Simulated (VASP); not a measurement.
## Geometry relaxation of BN (part 3 of 3)

BN (P6₃/mmc, 4 atoms in the cell); Kohn-Sham DFT of a periodic cell, LDA, VASP PAW LDA potentials, recommended, no spin polarisation (VASP 6.6.1); cutoff 350 eV, 9×9×4 k-mesh, Gaussian smearing of 0.02 eV. The structure derives from an entry of the Crystallography Open Database.

Geometry of the input (Å; fractional positions):
```
2.4982  0.0000  0.0000
-1.2491  2.1635  0.0000
0.0000  0.0000  6.6357
B  0.3333  0.6667  0.2500
B  0.6667  0.3333  0.7500
N  0.3333  0.6667  0.7500
N  0.6667  0.3333  0.2500
```

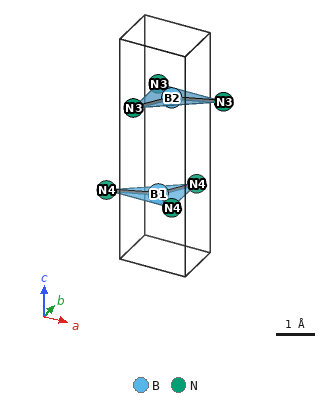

*The geometry at step 4 of the log (polyhedral view of the cell of the calculation, seen slightly off an axis; polyhedra are completed across the faces of the cell; atoms are numbered from 1 in the order of the input).*

## Parts of OUTCAR, continued
```
  FORCE on cell =-STRESS in cart. coord.  units (eV):
  Direction    XX          YY          ZZ          XY          YZ          ZX
  --------------------------------------------------------------------------------------
  -------------------------------------------------------------------------------------
  Total       -0.1064551     -0.1064551     -0.5133986      0.0000000      0.0000000      0.0000000
  in kB       -5.2967298     -5.2967298    -25.5444165      0.0000000      0.0000000      0.0000000
  external PRESSURE =     -12.0459587 kB  Pullay stress =       0.0000000 kB

 VOLUME and BASIS-vectors are now :
 -----------------------------------------------------------------------------
  energy-cutoff  :      350.00
  volume of cell :       32.20
      direct lattice vectors                 reciprocal lattice vectors
     2.475304301 -0.000000000  0.000000000     0.403990733  0.233244159  0.000000000
    -1.237652151  2.143676402  0.000000000     0.000000000  0.466488318  0.000000000
     0.000000000 -0.000000000  6.068501771    -0.000000000 -0.000000000  0.164785319

 POSITION                                       TOTAL-FORCE (eV/Angst)
 -----------------------------------------------------------------------------------
     -0.00000      1.42912      1.51713         0.000000      0.000000      0.000000
      1.23765      0.71456      4.55138        -0.000000      0.000000      0.000000
     -0.00000      1.42912      4.55138         0.000000     -0.000000      0.000000
      1.23765      0.71456      1.51713        -0.000000      0.000000      0.000000
 -----------------------------------------------------------------------------------
    total drift:                               -0.000002      0.000001      0.000000

  FREE ENERGIE OF THE ION-ELECTRON SYSTEM (eV)
  ---------------------------------------------------
  free  energy   TOTEN  =       -38.7336832161 eV

  energy  without entropy=      -38.7336832161  energy(sigma->0) =      -38.73368322

--------------------------------------- Ionic step        6  -------------------------------------------

 number of electron      15.9999998 magnetization

------------------------ aborting loop because EDIFF is reached ----------------------------------------

  FORCE on cell =-STRESS in cart. coord.  units (eV):
  Direction    XX          YY          ZZ          XY          YZ          ZX
  --------------------------------------------------------------------------------------
  -------------------------------------------------------------------------------------
  Total       -0.3793402     -0.3793402     -0.0529339      0.0000000      0.0000000      0.0000000
  in kB      -19.2235018    -19.2235017     -2.6824887      0.0000000      0.0000000      0.0000000
  external PRESSURE =     -13.7098307 kB  Pullay stress =       0.0000000 kB

 VOLUME and BASIS-vectors are now :
 -----------------------------------------------------------------------------
  energy-cutoff  :      350.00
  volume of cell :       31.62
      direct lattice vectors                 reciprocal lattice vectors
     2.478697554 -0.000000000  0.000000000     0.403437684  0.232924856  0.000000000
    -1.239348777  2.146615045  0.000000000     0.000000000  0.465849712  0.000000000
     0.000000000 -0.000000000  5.941952911    -0.000000000 -0.000000000  0.168294838

 POSITION                                       TOTAL-FORCE (eV/Angst)
 -----------------------------------------------------------------------------------
     -0.00000      1.43108      1.48549        -0.000000      0.000000      0.000000
      1.23935      0.71554      4.45646         0.000000     -0.000000      0.000000
     -0.00000      1.43108      4.45646         0.000000     -0.000000      0.000000
      1.23935      0.71554      1.48549        -0.000000     -0.000000      0.000000
 -----------------------------------------------------------------------------------
    total drift:                               -0.000002      0.000001      0.000000

  FREE ENERGIE OF THE ION-ELECTRON SYSTEM (eV)
  ---------------------------------------------------
  free  energy   TOTEN  =       -38.7389291936 eV

  energy  without entropy=      -38.7389291936  energy(sigma->0) =      -38.73892919

--------------------------------------- Ionic step        7  -------------------------------------------

 number of electron      15.9999998 magnetization

------------------------ aborting loop because EDIFF is reached ----------------------------------------

  FORCE on cell =-STRESS in cart. coord.  units (eV):
  Direction    XX          YY          ZZ          XY          YZ          ZX
  --------------------------------------------------------------------------------------
  -------------------------------------------------------------------------------------
  Total        1.0719681      1.0719681      0.1362708      0.0000000     -0.0000000     -0.0000000
  in kB       55.2395436     55.2395434      7.0221634      0.0000000     -0.0000000     -0.0000000
  external PRESSURE =      39.1670835 kB  Pullay stress =       0.0000000 kB

 VOLUME and BASIS-vectors are now :
 -----------------------------------------------------------------------------
  energy-cutoff  :      350.00
  volume of cell :       31.09
      direct lattice vectors                 reciprocal lattice vectors
     2.465840683 -0.000000000  0.000000000     0.405541204  0.234139324  0.000000000
    -1.232920341  2.135480668 -0.000000000     0.000000000  0.468278648  0.000000000
     0.000000000 -0.000000000  5.904480476    -0.000000000  0.000000000  0.169362911

 POSITION                                       TOTAL-FORCE (eV/Angst)
 -----------------------------------------------------------------------------------
     -0.00000      1.42365      1.47612         0.000000     -0.000000     -0.000000
      1.23292      0.71183      4.42836        -0.000000      0.000000      0.000000
     -0.00000      1.42365      4.42836         0.000000     -0.000000     -0.000000
      1.23292      0.71183      1.47612        -0.000000      0.000000      0.000000
 -----------------------------------------------------------------------------------
    total drift:                               -0.000002      0.000001      0.000000

  FREE ENERGIE OF THE ION-ELECTRON SYSTEM (eV)
  ---------------------------------------------------
  free  energy   TOTEN  =       -38.7350382844 eV

  energy  without entropy=      -38.7350382844  energy(sigma->0) =      -38.73503828

--------------------------------------- Ionic step        8  -------------------------------------------

 number of electron      15.9999998 magnetization

 Free energy of the ion-electron system (eV)
  ---------------------------------------------------
  ext. energy  EPLUGINS =         0.00000000
  ---------------------------------------------------
  free energy    TOTEN  =       -38.73948500 eV

  energy without entropy =      -38.73948500  energy(sigma->0) =      -38.73948500

 E-fermi :   3.5267     XC(G=0): -11.2970     alpha+bet :-12.7969

 val. band max:        3.3783019856   @ k =   0.3333   0.2222   0.0000
 cond. band min:       7.4958442516   @ k =   0.4444   0.1111   0.2500
 fundamental gap:      4.1175422661
 Fermi energy:         3.5266558704

 k-point     1 :       0.0000    0.0000    0.0000
  band No.  band energies     occupation
      1     -14.6890      2.00000
      2     -13.9996      2.00000
      3      -3.7982      2.00000
      4      -0.1862      2.00000
      5       1.9907      2.00000
      6       1.9907      2.00000
      7       2.0923      2.00000
      8       2.0923      2.00000
      9       9.2367      0.00000
     10      14.8828      0.00000
     11      14.9499      0.00000
     12      14.9556      0.00000

 k-point     2 :       0.1111   -0.0000    0.0000
  band No.  band energies     occupation
      1     -14.4369      2.00000
      2     -13.7654      2.00000
      3      -3.4507      2.00000
      4       0.1115      2.00000
      5       1.0297      2.00000
      6       1.1450      2.00000
      7       1.5275      2.00000
      8       1.6485      2.00000
      9       9.6596      0.00000
     10      14.5392      0.00000
     11      14.7117      0.00000
     12      15.1862      0.00000

 k-point     3 :       0.2222   -0.0000    0.0000
  band No.  band energies     occupation
      1     -13.7058      2.00000
      2     -13.0887      2.00000
      3      -2.4359      2.00000
      4      -1.2096      2.00000
      5      -1.0370      2.00000
      6       0.5391      2.00000
      7       0.6871      2.00000
      8       0.9537      2.00000
      9      10.6871      0.00000
     10      12.9444      0.00000
     11      13.5062      0.00000
     12      14.1814      0.00000

 k-point     4 :       0.3333    0.0000    0.0000
  band No.  band energies     occupation
      1     -12.5923      2.00000
      2     -12.0846      2.00000
      3      -3.6770      2.00000
      4      -3.4506      2.00000
      5      -0.8459      2.00000
      6      -0.3651      2.00000
      7      -0.2009      2.00000
      8       2.1619      2.00000
      9       9.9373      0.00000
     10      11.6060      0.00000
     11      12.0246      0.00000
     12      13.7283      0.00000

 k-point     5 :       0.4444   -0.0000    0.0000
  band No.  band energies     occupation
      1     -11.4557      2.00000
      2     -11.1809      2.00000
      3      -5.4563      2.00000
      4      -5.2773      2.00000
      5      -0.8744      2.00000
      6      -0.7008      2.00000
      7       0.9184      2.00000
      8       3.0456      2.00000
      9       7.6519      0.00000
     10       9.8613      0.00000
     11      13.1211      0.00000
     12      13.4807      0.00000

 [... the levels of 18 k-points are left out ...]

 k-point    24 :       0.3333    0.3333    0.2500
  band No.  band energies     occupation
      1     -10.5007      2.00000
      2     -10.5007      2.00000
      3      -4.9764      2.00000
      4      -4.7119      2.00000
      5      -3.7911      2.00000
      6      -3.7911      2.00000
      7       3.1392      2.00000
      8       3.1392      2.00000
      9       8.1364      0.00000
     10       8.1364      0.00000
     11      13.8387      0.00000
     12      16.5590      0.00000

 [... further k-points ...]

------------------------ aborting loop because EDIFF is reached ----------------------------------------

  FORCE on cell =-STRESS in cart. coord.  units (eV):
  Direction    XX          YY          ZZ          XY          YZ          ZX
  --------------------------------------------------------------------------------------
  -------------------------------------------------------------------------------------
  Total       -0.0013544     -0.0013544      0.0021207      0.0000000      0.0000000     -0.0000000
  in kB       -0.0689369     -0.0689369      0.1079345      0.0000000      0.0000000     -0.0000000
  external PRESSURE =      -0.0099797 kB  Pullay stress =       0.0000000 kB

 VOLUME and BASIS-vectors are now :
 -----------------------------------------------------------------------------
  energy-cutoff  :      350.00
  volume of cell :       31.48
      direct lattice vectors                 reciprocal lattice vectors
     2.475352134 -0.000000000  0.000000000     0.403982927  0.233239652  0.000000000
    -1.237676067  2.143717827 -0.000000000     0.000000000  0.466479304  0.000000000
     0.000000000 -0.000000000  5.932202402    -0.000000000  0.000000000  0.168571457

 POSITION                                       TOTAL-FORCE (eV/Angst)
 -----------------------------------------------------------------------------------
     -0.00000      1.42915      1.48305        -0.000000      0.000000      0.000000
      1.23768      0.71457      4.44915         0.000000     -0.000000      0.000000
     -0.00000      1.42915      4.44915         0.000000      0.000000      0.000000
      1.23768      0.71457      1.48305        -0.000000     -0.000000      0.000000
 -----------------------------------------------------------------------------------
    total drift:                               -0.000002      0.000001      0.000000

  FREE ENERGIE OF THE ION-ELECTRON SYSTEM (eV)
  ---------------------------------------------------
  free  energy   TOTEN  =       -38.7394849976 eV

  energy  without entropy=      -38.7394849976  energy(sigma->0) =      -38.73948500

 reached required accuracy - stopping structural energy minimisation
```

## CONTCAR
```
BN
   1.00000000000000
     2.4753521339359499   -0.0000000000000000    0.0000000000000000
    -1.2376760669679749    2.1437178266894747   -0.0000000000000000
     0.0000000000000000   -0.0000000000000000    5.9322024022735684
  B               N
     2     2
Direct
     0.3333333300000021    0.6666666699999979    0.2500000000000000
     0.6666666699999979    0.3333333300000021    0.7500000000000000
     0.3333333300000021    0.6666666699999979    0.7500000000000000
     0.6666666699999979    0.3333333300000021    0.2500000000000000

  0.00000000E+00  0.00000000E+00  0.00000000E+00
  0.00000000E+00  0.00000000E+00  0.00000000E+00
  0.00000000E+00  0.00000000E+00  0.00000000E+00
  0.00000000E+00  0.00000000E+00  0.00000000E+00
```

## Trajectory as extended XYZ (Å, eV, eV/Å), 8 frames, from step=0 to step=7
```
4
Lattice="2.4982 0.0000 0.0000 -1.2491 2.1635 0.0000 0.0000 0.0000 6.6357" Properties=species:S:1:pos:R:3:forces:R:3 step=0 energy=-38.55965
B     0.0000    1.4424    1.6589    0.0000   0.0000   0.0000
B     1.2491    0.7212    4.9768    0.0000   0.0000   0.0000
N     0.0000    1.4424    4.9768    0.0000   0.0000   0.0000
N     1.2491    0.7212    1.6589    0.0000   0.0000   0.0000
4
Lattice="2.4053 0.0000 0.0000 -1.2027 2.0831 0.0000 0.0000 -0.0000 6.4102" Properties=species:S:1:pos:R:3:forces:R:3 step=1 energy=-38.45843
B     0.0000    1.3887    1.6026    0.0000   0.0000   0.0000
B     1.2027    0.6944    4.8077    0.0000   0.0000   0.0000
N     0.0000    1.3887    4.8077    0.0000   0.0000   0.0000
N     1.2027    0.6944    1.6026    0.0000   0.0000   0.0000
4
Lattice="2.4624 0.0000 0.0000 -1.2312 2.1325 0.0000 0.0000 -0.0000 6.5488" Properties=species:S:1:pos:R:3:forces:R:3 step=2 energy=-38.62447
B     0.0000    1.4217    1.6372    0.0000   0.0000   0.0000
B     1.2312    0.7108    4.9116    0.0000   0.0000   0.0000
N     0.0000    1.4217    4.9116    0.0000   0.0000   0.0000
N     1.2312    0.7108    1.6372    0.0000   0.0000   0.0000
4
Lattice="2.4679 0.0000 0.0000 -1.2340 2.1373 0.0000 0.0000 -0.0000 6.3434" Properties=species:S:1:pos:R:3:forces:R:3 step=3 energy=-38.68801
B     0.0000    1.4249    1.5858    0.0000   0.0000   0.0000
B     1.2340    0.7124    4.7575    0.0000   0.0000   0.0000
N     0.0000    1.4249    4.7575    0.0000   0.0000   0.0000
N     1.2340    0.7124    1.5858    0.0000   0.0000   0.0000
4
Lattice="2.4753 -0.0000 0.0000 -1.2377 2.1437 0.0000 0.0000 -0.0000 6.0685" Properties=species:S:1:pos:R:3:forces:R:3 step=4 energy=-38.73368
B     0.0000    1.4291    1.5171    0.0000   0.0000   0.0000
B     1.2377    0.7146    4.5514    0.0000   0.0000   0.0000
N     0.0000    1.4291    4.5514    0.0000   0.0000   0.0000
N     1.2377    0.7146    1.5171    0.0000   0.0000   0.0000
4
Lattice="2.4787 -0.0000 0.0000 -1.2393 2.1466 0.0000 0.0000 -0.0000 5.9420" Properties=species:S:1:pos:R:3:forces:R:3 step=5 energy=-38.73893
B     0.0000    1.4311    1.4855    0.0000   0.0000   0.0000
B     1.2393    0.7155    4.4565    0.0000   0.0000   0.0000
N     0.0000    1.4311    4.4565    0.0000   0.0000   0.0000
N     1.2393    0.7155    1.4855    0.0000   0.0000   0.0000
4
Lattice="2.4658 -0.0000 0.0000 -1.2329 2.1355 -0.0000 0.0000 -0.0000 5.9045" Properties=species:S:1:pos:R:3:forces:R:3 step=6 energy=-38.73504
B     0.0000    1.4237    1.4761    0.0000   0.0000   0.0000
B     1.2329    0.7118    4.4284    0.0000   0.0000   0.0000
N     0.0000    1.4237    4.4284    0.0000   0.0000   0.0000
N     1.2329    0.7118    1.4761    0.0000   0.0000   0.0000
4
Lattice="2.4754 -0.0000 0.0000 -1.2377 2.1437 -0.0000 0.0000 -0.0000 5.9322" Properties=species:S:1:pos:R:3:forces:R:3 step=7 energy=-38.73949
B     0.0000    1.4291    1.4831    0.0000   0.0000   0.0000
B     1.2377    0.7146    4.4492    0.0000   0.0000   0.0000
N     0.0000    1.4291    4.4492    0.0000   0.0000   0.0000
N     1.2377    0.7146    1.4831    0.0000   0.0000   0.0000
```

## Summary

```tsv
quantity	value
outcome	converged
space group (tolerance 0.01 Å)	P6₃/mmc (194)
electrons treated	16
free energy	−38.7395 eV
Fermi energy	3.527 eV
gap on the k-point mesh	4.12 eV
pressure	0.00 GPa
final volume	31.48 Å³
largest force (length of the vector) at the end	under 0.001 eV/Å
final cell	a = 2.475 Å, b = 2.475 Å, c = 5.932 Å, α = 90.00°, β = 90.00°, γ = 120.00°
hardware	1 thread of Intel Xeon (Granite Rapids), 64 GiB of memory available, shared host
wall time	17 s
peak memory	0.12 GiB
```

## Notes

The volume changed by more than 5 % on the plane waves of the start, so the result carries a basis error; a second relaxation from the end is advised.
